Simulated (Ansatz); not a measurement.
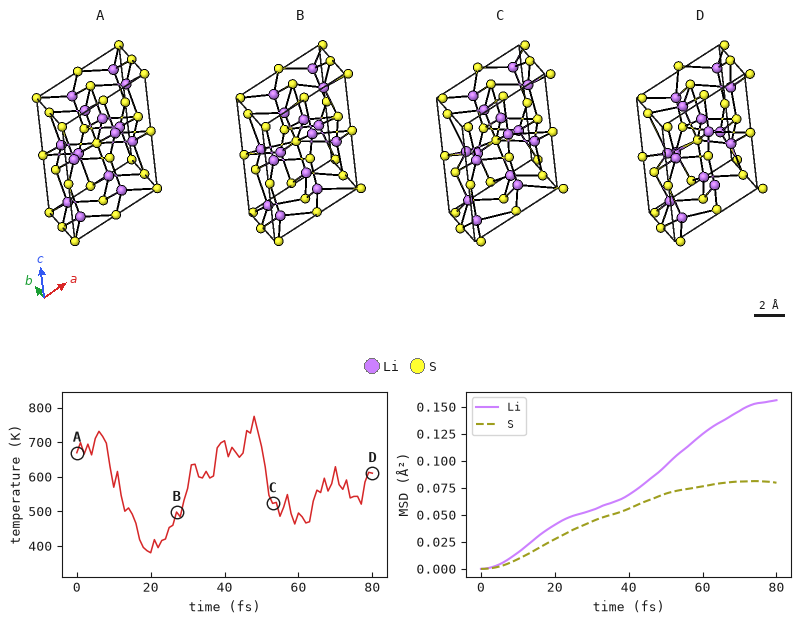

Molecular dynamics of Li$_{2}$S with a Li vacancy (23 atoms in the cell, charge -1), 80 fs long. Frames (A at 0 fs, B at 27 fs, C at 53 fs, D at 80 fs) and the history of the run. A ball-and-stick model of the reduced simulation cell, seen slightly off an axis. Bonds to atoms that aren't drawn are left out. Lengths and directions refer to the drawn axes.

These are results of Ansatz, DFT PBE, scalar-relativistic, plane waves, PAW, not measurements. Run with plane-wave cutoff 420 eV; k-point mesh 2 × 2 × 2; Fermi-Dirac smearing 0.05 eV; Langevin thermostat (NVT); set temperature 700 K; time step 1 fs; friction 0.02 per fs.

Q: Describe the run.

A: Over the second half the temperature averages 586 K (spread ±82 K). The potential energy is still drifting at the end, so the run hasn't reached equilibrium. The potential energy in the second half lies on average 90.9 meV per atom above the first frame. Root-mean-square distances from the starting positions over the second half, with the common drift of all atoms taken out: Li 0.35 Å, S 0.27 Å. The run lasts only 80 fs, too short to tell vibration from diffusion.

Limits of the set-up: the periodic images lie only 8.1 Å apart, so the values are limited by the cell's size; the cell is charged, on a uniform background, and energies carry no finite-size correction.
